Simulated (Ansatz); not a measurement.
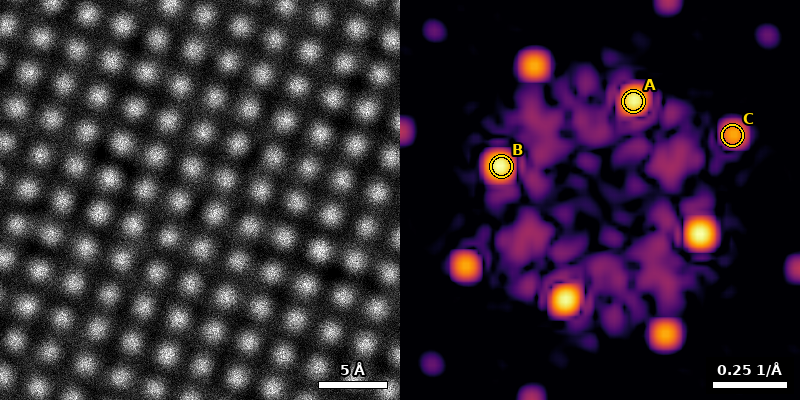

Z-contrast image of Eu (Fm-3m, No. 225) along [001]. The image is simulated as a sum over atoms of Z^1.7, blurred by a 1.30 Å probe (no channelling). Shot noise and the speckle of an amorphous layer were added. Structure: the input geometry of a calculation; the starting structure was generated, so it need not be a known form of this composition.

The right panel is the modulus of the image's Fourier transform on a logarithmic scale.

a = 5.541 Å, b = 5.541 Å, c = 5.541 Å, α = 90.00°, β = 90.00°, γ = 90.00°

> Index the marked spots and give their plane spacings (the zone axis points at the viewer; indices equivalent by symmetry, or all signs reversed, are as good).

A: (020), d = 2.77 Å; B: (-2 0 0), d = 2.77 Å; C: (220), d = 1.96 Å. A and B enclose 90°, and every spot obeys the zone law hu + kv + lw = 0 for [001].
